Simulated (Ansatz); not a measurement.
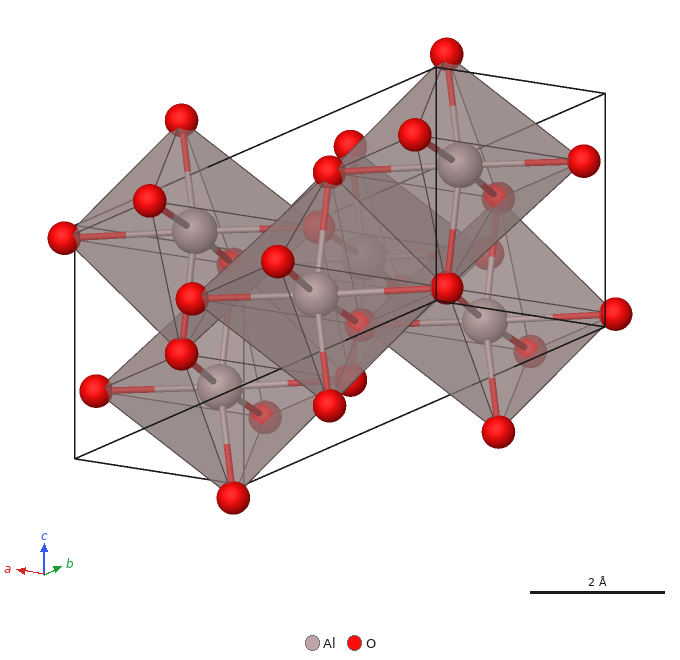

Fig. 1: The input geometry (polyhedral view of the cell 2 times as large as that of the calculation, set on its symmetry axes, seen at an oblique angle; polyhedra are completed across the faces of the cell).

# Single-point calculation of AlO$_{2}$

The run: single-point calculation of AlO$_{2}$ (6 atoms in the cell). Method and program: DFT PBE+D3(BJ), scalar-relativistic, plane waves, PAW, spin-polarised (Ansatz 0.2.0).

The structure derives from a Materials Project entry. Figures and captions count atoms from 1; the log counts them from 0 in places.

The program's output
```
Engine: ansatz 0.2.0, x86_64-unknown-linux-gnu
Pseudopotentials: kind: paw
Pseudopotential: Al, paw, valence charge 3, recommended cutoff 420 eV (normal), Al.paw.azcp
Pseudopotential: O, paw, valence charge 6, recommended cutoff 420 eV (normal), O.paw.azcp
Functional definition: PBE
  parameter kappa = 0.804
  parameter beta = 0.06672455060314922
  exchange = pbe_x(kappa = kappa, mu = beta*pi^2/3)
  correlation = pbe_c(beta = beta)
Crystal: 6 atoms, lattice volume = 57.029 Å³
Basis set: ecut = 420 eV, 1089 PW (Γ), exchange–correlation on 80×80×50 points (8 copies of the dense FFT grid, shifted against one another)
Bands: 22, of which v1, the nominal top of the filled ones, is band 15 counted from 1 (14 counted from 0)
Symmetry: 8 space group operations
Space group: Cmcm (ITA 63), of the structure as read, at distance tolerance 3.8e-5 Å
Magnetic group: BNS 63.457 (UNI 555), of the structure as read, at distance tolerance 3.8e-5 Å
k-points: 258 of 1440
Non-local potential: Al, projectors of the file, l = 0: 2, l = 1: 2, l = 2: 1
Non-local potential: O, projectors of the file, l = 0: 2, l = 1: 2, l = 2: 1
PAW form: soft (Blöchl's): semilocal exchange-correlation on the pseudo side does not see the compensation charge
PAW one-centre angular grid: Al, 110 points (default); XC on 64 Gauss nodes
PAW one-centre angular grid: O, 110 points (default); XC on 64 Gauss nodes
Initial density: superposition of atomic densities (chi_scale 0.1, normalization cell, long waves kept (reshape's long-wave potential 0.13 eV rms))
Starting moments: Σ|m| = 1.6 μB on 2 of 6 sites
Initial wavefunctions: pseudopotential atomic-orbital guess
Functional: x = pbe(κ = 0.804, μ = 0.2195149727645171), c = pbe(β = 0.06672455060314922)
SCF iter   1: F=—  HF=-3350.394217 eV  |F-HF|=—  |Δ(HF+E_count)|=         —  Δρ=6.76e-2 (↑5.85e-2 ↓6.76e-2)  dr2=8.20e0  dr2_m=1.77e-1  M=1.384 μB ∫|m|=1.417 μB  β_m=0.30  ethr=3.10e-3  ⟨swp⟩=5.5  Hψ=56543  notcnv=0
preconditioner: auto → Kerker (q_TF=auto, 2.451 Å⁻¹)  [metal: Δε(μ)=0.003 eV  Ē_g=17.242 eV  σ=0.150 eV  W_gap=0.01  n_scr=14 (ndim 8)  ℏωp=26.9 eV  f_vac=0.000  D(μ)=3.42/eV (n_scr^D=38)]
spin=Collinear: Kerker preconditioning applied to the charge; magnetization (m = ρ↑ − ρ↓) channel mixes plain (no charge-response kernel on spin).
SCF iter   2: F=—  HF=-3349.004843 eV  |F-HF|=—  |Δ(HF+E_count)|=    1.39e0  Δρ=4.00e-2 (↑3.27e-2 ↓4.00e-2)  dr2=2.93e0  dr2_m=1.24e-1  M=1.535 μB ∫|m|=1.565 μB  β_m=1.00  ethr=3.10e-3  ⟨swp⟩=2.0  Hψ=25235  notcnv=0  defer=1099
spin-set hold released at iteration 2 (site moments show no strong build): the magnetisation degrees of freedom join the quasi-Newton model from the next iteration; the mixer history was kept
SCF iter   3: F=—  HF=-3348.416888 eV  |F-HF|=—  |Δ(HF+E_count)|=   5.88e-1  Δρ=1.84e-2 (↑1.72e-2 ↓1.84e-2)  dr2=5.61e-1  dr2_m=1.89e-2  M=1.710 μB ∫|m|=1.746 μB  β_m=0.30  ethr=3.10e-3  ⟨swp⟩=2.4  Hψ=22944  notcnv=0  defer=1105
SCF iter   4: F=—  HF=-3348.268694 eV  |F-HF|=—  |Δ(HF+E_count)|=   1.48e-1  Δρ=1.02e-2 (↑8.69e-3 ↓1.02e-2)  dr2=2.01e-1  dr2_m=2.86e-2  M=1.822 μB ∫|m|=1.871 μB  β_m=0.65  ethr=1.87e-3  ⟨swp⟩=2.4  Hψ=19649  notcnv=0  defer=1112
SCF iter   5: F=—  HF=-3348.320706 eV  |F-HF|=—  |Δ(HF+E_count)|=   5.20e-2  Δρ=6.58e-3 (↑4.28e-3 ↓6.58e-3)  dr2=4.98e-2  dr2_m=9.38e-3  M=1.868 μB ∫|m|=1.921 μB  β_m=0.77  ethr=6.71e-4  ⟨swp⟩=2.7  Hψ=16501  notcnv=0  defer=1112
SCF iter   6: F=—  HF=-3348.324495 eV  |F-HF|=—  |Δ(HF+E_count)|=   3.79e-3  Δρ=2.47e-3 (↑2.47e-3 ↓2.19e-3)  dr2=1.34e-2  dr2_m=1.50e-3  M=1.869 μB ∫|m|=1.924 μB  β_m=0.87  ethr=1.66e-4  ⟨swp⟩=2.7  Hψ=22270  notcnv=0  defer=1100
SCF iter   7: F=—  HF=-3348.324228 eV  |F-HF|=—  |Δ(HF+E_count)|=   2.67e-4  Δρ=1.12e-3 (↑6.42e-4 ↓1.12e-3)  dr2=2.78e-3  dr2_m=1.51e-4  M=1.859 μB ∫|m|=1.913 μB  β_m=0.94  ethr=4.46e-5  ⟨swp⟩=2.3  Hψ=17338  notcnv=0  defer=1100
SCF iter   8: F=—  HF=-3348.323979 eV  |F-HF|=—  |Δ(HF+E_count)|=   2.49e-4  Δρ=2.04e-4 (↑2.04e-4 ↓2.03e-4)  dr2=8.54e-5  dr2_m=8.28e-6  M=1.853 μB ∫|m|=1.906 μB  β_m=0.97  ethr=9.28e-6  ⟨swp⟩=2.2  Hψ=17550  notcnv=0  defer=1085
SCF iter   9: F=—  HF=-3348.324006 eV  |F-HF|=—  |Δ(HF+E_count)|=   2.66e-5  Δρ=5.15e-5 (↑3.69e-5 ↓5.15e-5)  dr2=3.55e-6  dr2_m=3.12e-7  M=1.852 μB ∫|m|=1.904 μB  β_m=0.98  ethr=2.85e-7  ⟨swp⟩=2.5  Hψ=18335  notcnv=0  defer=1088
SCF iter  10: F=—  HF=-3348.324010 eV  |F-HF|=—  |Δ(HF+E_count)|=   4.08e-6  Δρ=1.14e-5 (↑1.14e-5 ↓1.12e-5)  dr2=3.36e-7  dr2_m=1.15e-8  M=1.852 μB ∫|m|=1.904 μB  β_m=0.99  ethr=1.18e-8  ⟨swp⟩=2.3  Hψ=17801  notcnv=0  defer=1088
SCF iter  11: F=-3348.324010 eV  HF=-3348.324010 eV  |F-HF|=2.19e-9  |Δ(HF+E_count)|=   3.25e-7  Δρ=2.85e-6 (↑2.82e-6 ↓2.85e-6)  dr2=1.68e-8  dr2_m=6.03e-10  M=1.852 μB ∫|m|=1.904 μB  ethr=3.33e-10  ⟨swp⟩=14.2  Hψ=85085  notcnv=0
SCF 1 converged in 11 iterations: F = -3348.324010 eV  dr2 = 1.68e-8
  greatest PAW one-centre occupation: 0.883 electrons in one spin orbital (limit 2), on the O atom at site 5 (counted from 0), in its partial waves of l = 0
```

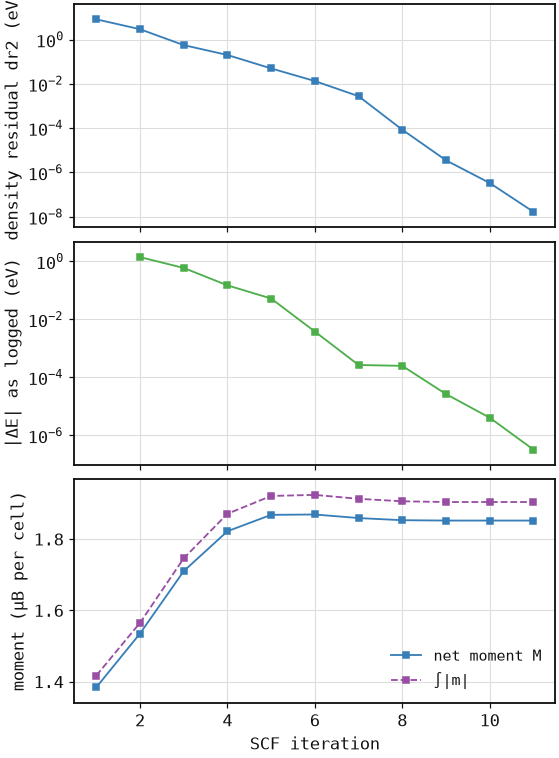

Fig. 2: Convergence of the self-consistent field: density residual dr2, size of the energy change and magnetic moment against the SCF iteration. The residual falls at every step. The net moment goes from 1.4 to 1.9 μB per cell.

```
SCF converged after 11 iterations
Magnetization: 1.8518 μB (15.9259 up, 14.0741 down)
Absolute magnetization: 1.9049 μB (∫|ρ↑−ρ↓|, with the PAW one-centre terms)
Spin contamination: 0.0086 ħ² per cell (⟨S²⟩ above its minimum at these occupations)
Per-site moments (μB) at R_I (Å): [(-0.0008114513827908759, 0.7672331559876331), (-0.0008114513827908798, 0.7672331559876331), (0.09056163303803542, 0.7672331559876331), (0.09056163303803545, 0.7672331559876331), (0.7241907170784325, 0.7730945197238649), (0.7241907170784325, 0.7730945197238649)]
Free energy (F): -3348.324010 eV
Harris-Foulkes:  -3348.324010 eV  (|F-HF|=2.19e-9)
Internal energy: -3348.312780 eV  (E = F + TS)
E sigma→0 (E₀):  -3348.318395 eV
Entropy (-TS):   -0.011231 eV (-1.872 meV/atom)
Fermi energy:    5.792362 eV
--- Per-component energies (eV) ---
  E_band       = -26.332174
  E_kinetic    = 756.432861
  E_local      = -1404.551373  (includes V_loc(G=0)·N_el)
  E_nonlocal   = 211.758625
  E_hartree    = 498.975424
  E_xc         = -376.731300
  E_vxc        = -437.404122  (∫ρ·V_xc dr)
  E_paw        = -1567.302649  (= ΣΔE_a)
  E_vpaw       = -150.526518  (= ΣTr[D̂ρ^β])
  E_aug_tail   = 0.009644  (compensation charges beyond the density's cutoff)
  E_ewald      = -1465.815160
  E_disp       = -1.088851  (pairwise vdW)
  E_smearing   = -0.011231  (= −TS)
  E_closure    = 0.000000  (closes the sum)
  Σ components = -3348.324010   (vs F -3348.324010, Δ=0.00e0)
--- Forces (eV/Å), atoms counted from 1 ---
  atom   1  Al     0.00000000    -0.00531752     0.00000000
  atom   2  Al     0.00000000     0.00531752     0.00000000
  atom   3  O      0.00000000     0.00209701     0.00000000
  atom   4  O      0.00000000    -0.00209701     0.00000000
  atom   5  O      0.00000000    -0.01580900     0.00000000
  atom   6  O      0.00000000     0.01580900     0.00000000
  max |Σ_I F_I| component: 0.00e0 eV/Å
--- Stress (GPa, compression-positive) ---
       -0.063522       0.000000       0.000000
        0.000000       0.012268       0.000000
        0.000000       0.000000      -0.000263
  P = ⅓ Tr σ = -0.0172 GPa (-0.172 kbar)
--- Band table (eV; the first three rows and the last of 516) ---
  k-point 0 ↑: bands = ["-13.7594", "-11.9408", "-11.2735", "-10.5490", "-0.2067", "1.1294", "1.6853", "2.4469", "2.7150", "3.1033", "3.5485", "3.8451", "4.3678", "5.4332", "5.5113", "5.5325", "11.9904", "14.6322", "15.9790", "17.0724", "18.9446", "19.5243"]
  k-point 1 ↑: bands = ["-13.6987", "-11.9115", "-11.2994", "-10.6251", "-0.1655", "0.8991", "1.4466", "2.7675", "2.7995", "3.1310", "3.6451", "3.9464", "4.3405", "5.2777", "5.4485", "5.4784", "12.1975", "14.7810", "15.9022", "16.9398", "18.8520", "19.5505"]
  k-point 2 ↑: bands = ["-13.5204", "-11.8274", "-11.3970", "-10.8198", "-0.1527", "0.7037", "0.9429", "2.9208", "3.2117", "3.4562", "3.6822", "4.1839", "4.2634", "4.9920", "5.2126", "5.3808", "12.7368", "15.1719", "15.7147", "16.5383", "18.7182", "19.6518"]
  k-point 257 ↓: bands = ["-11.8523", "-11.8523", "-10.6250", "-10.6250", "0.6612", "0.6612", "2.9092", "2.9092", "3.9158", "3.9158", "4.0348", "4.0348", "4.4802", "4.4802", "7.2329", "7.2329", "15.1894", "15.1894", "16.1855", "16.1855", "19.6890", "19.6890"]
--- Löwdin populations: 6 sites ---
  site symbol       q [e]    m [muB]
     0     Al      1.7042    -0.0250
     1     Al      1.7042    -0.0250
     2      O      6.7699     0.1047
     3      O      6.7699     0.1047
     4      O      6.4214     0.8461
     5      O      6.4214     0.8461
  spilling = 0.006972 (of n_electrons = 30.000000)
```

File populations.tsv
```
# site	symbol	l	j	q_up	q_dn
# orbitals = lowdin
# n_electrons = 30.000000
# spilling = 0.006972
0	Al	0_3S	-	0.241976	0.250589
0	Al	1_3P	-	0.597625	0.613973
1	Al	0_3S	-	0.241976	0.250589
1	Al	1_3P	-	0.597625	0.613973
2	O	0_2S	-	0.818225	0.816419
2	O	1_2P	-	2.619072	2.516146
3	O	0_2S	-	0.818225	0.816419
3	O	1_2P	-	2.619072	2.516146
4	O	0_2S	-	0.879853	0.853632
4	O	1_2P	-	2.753915	1.933995
5	O	0_2S	-	0.879853	0.853632
5	O	1_2P	-	2.753915	1.933995
```

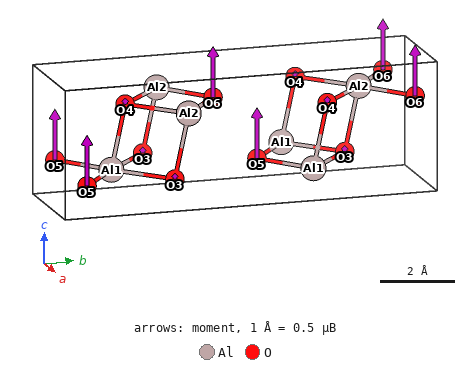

Fig. 3: Magnetic moments of the sites as pink arrows (ball-and-stick view of the cell 2 times as large as that of the calculation, set on its symmetry axes, seen slightly off an axis; atoms are numbered from 1 in the order of the input); small moments hardly show. The run is collinear, so the axis drawn is arbitrary. Site moments: O5, O6 (0.72 μB); O3, O4 (0.09 μB). They are counted near the atoms and needn't add up to the moment of the cell.

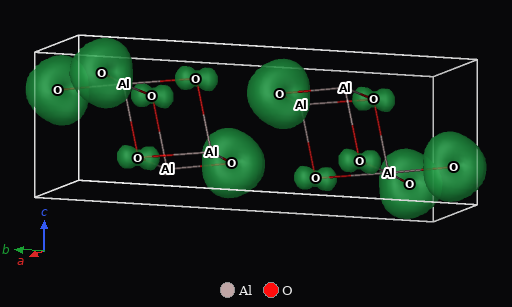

Fig. 4: Isosurfaces of the magnetisation density (up minus down) at +0.1 (green) and −0.1 e/Å³ (red), seen at an oblique angle. Sticks mark near contacts. The outline is the cell set on symmetry axes. The cell of the calculation (6 atoms) carries 1.9 μB net. Only one sign reaches the isovalue. Core electrons are frozen (PAW), so the fields are smoothed inside the atomic spheres.

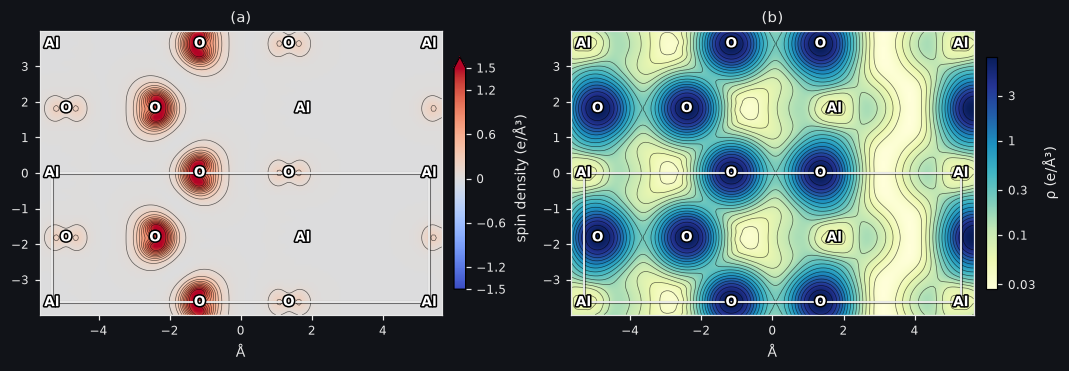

Fig. 5: (a) spin density; (b) valence pseudo-density on the (100) plane of the conventional cell. Al–O (1.86 Å): ρ at the midpoint is about 0.64 e/Å³. Away from the nuclei the density in this plane falls to 0.03 e/Å³ at its lowest. The cell of the calculation (6 atoms) carries 1.9 μB net.

This output came from the following input.

Input
```yaml
crystal:
  lattice:
    - [1.4782141279, -5.3062068922, 0.0]
    - [1.4782141279, 5.3062068922, 0.0]
    - [0.0, 0.0, 3.6353360568]
  atoms:
    - { symbol: Al, position: [0.3323727374, 0.6676272626, 0.25] }
    - { symbol: Al, position: [0.6676272626, 0.3323727374, 0.75] }
    - { symbol: O, position: [0.7047888588, 0.2952111412, 0.25] }
    - { symbol: O, position: [0.2952111412, 0.7047888588, 0.75] }
    - { symbol: O, position: [0.9409365801, 0.0590634199, 0.25], spin: 0.8 }
    - { symbol: O, position: [0.0590634199, 0.9409365801, 0.75], spin: 0.8 }
basis:
  ecutwfc: 420
kpoints:
  mp_grid: { grid: [12, 12, 10] }
hamiltonian:
  xc: pbe
  dispersion: d3bj
scf:
  occupations: { method: gaussian, width: 0.15 }
output:
  forces: true
  stress: true
  eigenvalues: true
  populations: true
  write_density: true
  write_potential: true
  elf: true
  volumetric_format: npy
magnetization:
  spin_polarized: true
```

Command:
```bash
ansatz run input.yaml --threads 2 --pin off --max-ram 5120MiB --backend cpu --events-out ev --progress --plain --runs-dir out
```

Results in brief

| quantity | value |
| --- | --- |
| outcome | converged |
| space group (tolerance 0.01 Å) | Cmcm (63) |
| electrons treated | 30 |
| free energy | −3348.3240 eV |
| Fermi energy | 5.792 eV |
| gap on the k-point mesh | none (metallic) |
| net moment of the cell | 1.85 μB |
| integrated absolute moment | 1.90 μB |
| pressure | −0.02 GPa |
| largest force (length of the vector) | 0.016 eV/Å |
| hardware | 2 threads of Intel Xeon @ 2.50GHz (Skylake/Cascade Lake), 192 GiB of memory available, shared host |
| wall time | 47 s (CPU time 88 s) |
| peak memory | 0.75 GiB |
